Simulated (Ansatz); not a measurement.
# Calculations on HRu₁₂

### Relaxation

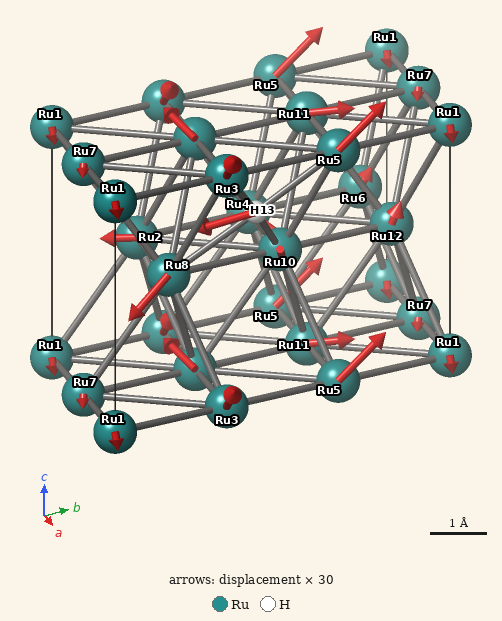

This is a relaxation of a defect cell of composition HRu₁₂. The starting structure is drawn; red arrows show the displacements, 30 times their true length.

The picture is a ball-and-stick view of the cell of the calculation, seen slightly off an axis.

It is an interstitial H in hcp Ru. The run prepares the start of a later molecular dynamics calculation, from a guessed geometry. The atoms of the start lie slightly off their symmetric places, so part of the fall in energy undoes that.

Theory: DFT PBE-D3(BJ), scalar-relativistic, plane waves, PAW (Ansatz 0.2.0). (plane-wave cutoff 420 eV; k-point mesh 2 × 2 × 3; occupations fermi dirac; smearing width 0.05 eV; no spin polarisation; atoms relaxed in a fixed cell; force threshold 0.08 eV/Å; at most 25 steps)

**What did the optimiser do to the structure, and how much energy did it gain?**

Over 3 geometry steps the energy falls by 0.116 eV per cell of the calculation. Largest force component: 0.95 eV/Å at the start, 0.05 eV/Å at the end. The atom that moves furthest is the H atom (0.043 Å roughly along [−3 −2 −1]). Largest moves by element: H 0.043 Å, Ru 0.041 Å. The cell stays as it was. Among the contacts that change: H–Ru 1.853 → 1.930 Å, Ru–Ru 2.700 → 2.766 Å, Ru–Ru 2.700 → 2.634 Å, Ru–Ru 2.646 → 2.708 Å. Among the angles between lasting bonds that change: Ru–H–Ru 177.3° → 179.8°, Ru–H–Ru 177.7° → 179.8°. Cost: 14 s on 2 threads of Intel(R) Xeon(R) Platinum 8259CL CPU @ 2.50GHz (Skylake/Cascade Lake), with other jobs on the host, peak memory 0.63 GiB.

Limits of the set-up: the k-point mesh is coarse for a cell with partly filled bands; the periodic images lie only 4.3 Å apart, so the values are limited by the cell's size.

### Dynamics

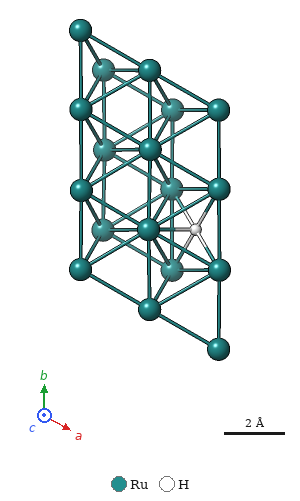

Starting frame of a dynamics run of Ru with an interstitial H (13 atoms in the cell). Style: ball-and-stick. Shown: the simulation cell, along the c axis. Bonds to atoms that aren't drawn are left out.

Computed with DFT PBE-D3(BJ), scalar-relativistic, plane waves, PAW (Ansatz).

Input
```yaml
crystal:
  lattice:
    - [5.4, 0.0, 0.0]
    - [-4.05, 7.014806, 0.0]
    - [0.0, 0.0, 4.2768]
  atoms:
    - { symbol: Ru, position: [0.00050357, 0.00020464, -0.00263387] }
    - { symbol: Ru, position: [0.16294218, 0.21916976, 0.4996705] }
    - { symbol: Ru, position: [0.00622207, 0.33293687, 0.00427825] }
    - { symbol: Ru, position: [0.17490365, 0.55815664, 0.49737654] }
    - { symbol: Ru, position: [0.00359963, 0.67075548, 0.0069056] }
    - { symbol: Ru, position: [0.1673335, 0.88995321, 0.50281244] }
    - { symbol: Ru, position: [0.50071686, -0.00023128, -0.00173625] }
    - { symbol: Ru, position: [0.66410856, 0.21868115, 0.49360791] }
    - { symbol: Ru, position: [0.49296084, 0.33146768, 0.00288746] }
    - { symbol: Ru, position: [0.66164586, 0.55684088, 0.49597772] }
    - { symbol: Ru, position: [0.50496041, 0.67057026, 0.00101342] }
    - { symbol: Ru, position: [0.66767448, 0.88960442, 0.50341436] }
    - { symbol: H, position: [0.83413099, 0.44498159, 0.74919931] }
basis:
  ecutwfc: 420.0
kpoints:
  mp_grid: { grid: [2, 2, 3] }
hamiltonian:
  xc: pbe
  dispersion: d3bj
scf:
  occupations: { method: fermi_dirac, width: 0.05 }
  lower_state_search: "off"
md:
  timestep: 0.75
  n_steps: 300
  ensemble: nvt_nose_hoover
  temperature: 1200.0
  initial_velocities: maxwell_boltzmann
  seed: 292519
  nose_hoover: { tau: 50.0, chain_length: 3 }
```

Launched with:
```bash
ansatz run input.yaml --threads 2 --pin off --max-ram 5120MiB --backend cpu --events-out ev --progress --plain --runs-dir out
```

Q: Predict how the run goes.

A: Over the second half the temperature averages 1217 K (spread ±150 K). The temperature is still climbing (855 K in the second quarter, 1301 K in the last), so the run isn't equilibrated. The potential energy is still drifting at the end, so the run hasn't reached equilibrium. The potential energy in the second half lies on average 144 meV per atom above the first frame. Root-mean-square distances from the starting positions over the second half, with the common drift of all atoms taken out: H 0.35 Å, Ru 0.15 Å. Against the typical shortest distance between atoms in the first frame, about 2.6 Å these are wide excursions, but the first-neighbour bonds of the start all hold: the network flexes, or its layers or units shift against each other, without breaking. The conserved quantity stays between 0 and 0.15 meV per atom of its start. A straight-line fit has a slope that amounts to +0.071 meV per atom over 225 fs (under 0.1 % of the mean kinetic energy), its mean offset in the second half is under 0.1 %, and the ripple about the line is under 0.1 % of the kinetic energy's fluctuation. With a drift under 2 % and a ripple under 7 %, the integration is accurate.

Along the run (each row but the first and the last is the mean over the interval that it begins):

| time (fs) | potential energy (meV/atom) | T (K) |
| --- | --- | --- |
| 0.0 | 0.0 | 1200 |
| 22.5 | 117.2 | 267 |
| 45.0 | 83.1 | 700 |
| 67.5 | 80.7 | 944 |
| 90.0 | 122.7 | 733 |
| 112.5 | 101.1 | 1130 |
| 135.0 | 124.9 | 1187 |
| 157.5 | 160.4 | 1088 |
| 180.0 | 159.6 | 1306 |
| 202.5 | 174.4 | 1355 |
| 225.0 | 137.1 | 1744 |

The paths of the atoms:

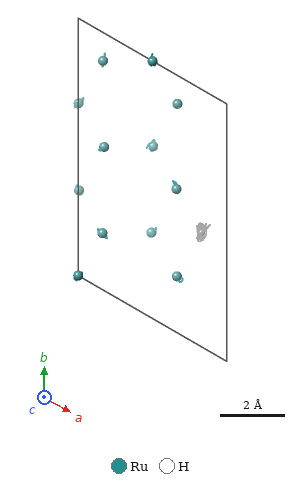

Limits of the set-up: the k-point mesh is coarse for a cell with partly filled bands; the periodic images lie only 4.3 Å apart, so the values are limited by the cell's size.

Cost: 12 min on 2 threads of Intel(R) Xeon(R) Platinum 8259CL CPU @ 2.50GHz (Skylake/Cascade Lake) (shared host), peak memory 0.73 GiB.

### Energy conservation

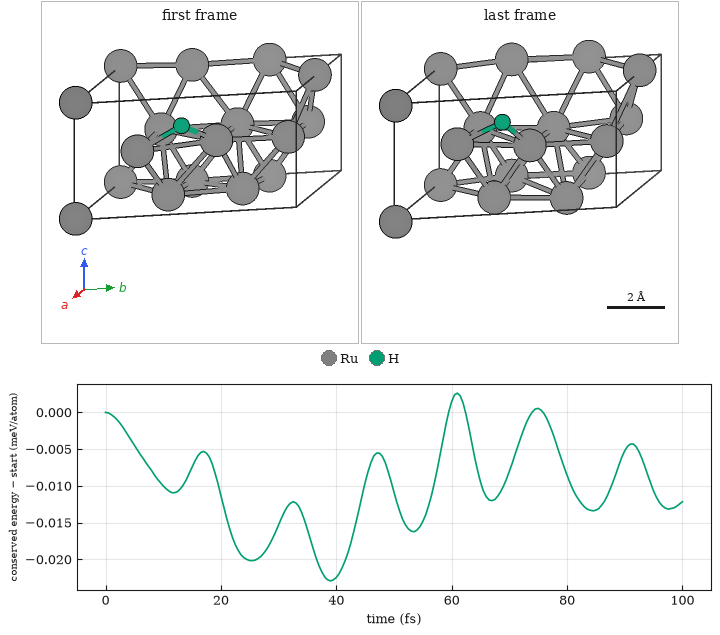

First-principles dynamics of Ru with an interstitial H (13 atoms in the cell), 100 fs long. It starts from the last geometry of an earlier run. A ball-and-stick model of the simulation cell, seen slightly off an axis. Bonds to atoms that aren't drawn are left out.

Theory: DFT PBE-D3(BJ), scalar-relativistic, plane waves, PAW (Ansatz 0.2.0). Set-up: plane-wave cutoff 420 eV; k-point mesh 2 × 2 × 3; Fermi-Dirac smearing 0.05 eV; Nosé-Hoover thermostat (NVT); set temperature 1680 K; time step 0.5 fs; thermostat time 100.0 fs.

The input:
```yaml
crystal:
  lattice:
    - [5.4, 0.0, 0.0]
    - [-4.05, 7.014806, 0.0]
    - [0.0, 0.0, 4.2768]
  atoms:
    - { symbol: Ru, position: [-0.00117937, 0.00605214, 0.00880482] }
    - { symbol: Ru, position: [0.16199074, 0.2213164, 0.49267436] }
    - { symbol: Ru, position: [0.03014783, 0.33507547, -0.00775503] }
    - { symbol: Ru, position: [0.18290166, 0.56993048, 0.50455299] }
    - { symbol: Ru, position: [0.0215465, 0.68213775, -0.00327359] }
    - { symbol: Ru, position: [0.1515838, 0.88199659, 0.48040295] }
    - { symbol: Ru, position: [0.49026798, -0.01842279, -0.01940191] }
    - { symbol: Ru, position: [0.70313535, 0.22437455, 0.4730305] }
    - { symbol: Ru, position: [0.49521371, 0.32102906, 0.02290405] }
    - { symbol: Ru, position: [0.65265666, 0.57012409, 0.51417109] }
    - { symbol: Ru, position: [0.46216732, 0.64992205, 0.02915695] }
    - { symbol: Ru, position: [0.65709654, 0.89452055, 0.50868845] }
    - { symbol: H, position: [0.83843017, 0.4503319, 0.71094344] }
basis:
  ecutwfc: 420.0
kpoints:
  mp_grid: { grid: [2, 2, 3] }
hamiltonian:
  xc: pbe
  dispersion: d3bj
scf:
  occupations: { method: fermi_dirac, width: 0.05 }
  lower_state_search: "off"
  max_iter: 92
md:
  timestep: 0.5
  n_steps: 200
  ensemble: nvt_nose_hoover
  temperature: 1680.0
  initial_velocities: zero
  seed: 686334
  nose_hoover: { tau: 100.0, chain_length: 1 }
```

Launched with:
```bash
ansatz run input.yaml --threads 2 --pin off --max-ram 5120MiB --backend cpu --events-out ev --progress --plain --runs-dir out
```

> Is this trajectory numerically sound?

The conserved quantity stays between −0.023 and 0.0026 meV per atom of its start. A straight-line fit has a slope that amounts to +0.0025 meV per atom over 100 fs (under 0.1 % of the mean kinetic energy), its mean offset in the second half is under 0.1 %, and the ripple about the line is under 0.1 % of the kinetic energy's fluctuation. With a drift under 2 % and a ripple under 7 %, the integration is accurate. The atoms start at rest, so the thermostat has only the motion that the forces set off to work on. Over the second half the temperature averages 664 K (spread ±148 K). That is still far from the set 1680 K: the thermostat hasn't settled it within this run. The potential energy in the second half lies on average 46.2 meV per atom below the first frame.

Limits of the set-up: the k-point mesh is coarse for a cell with partly filled bands; the periodic images lie only 4.3 Å apart, so the values are limited by the cell's size.
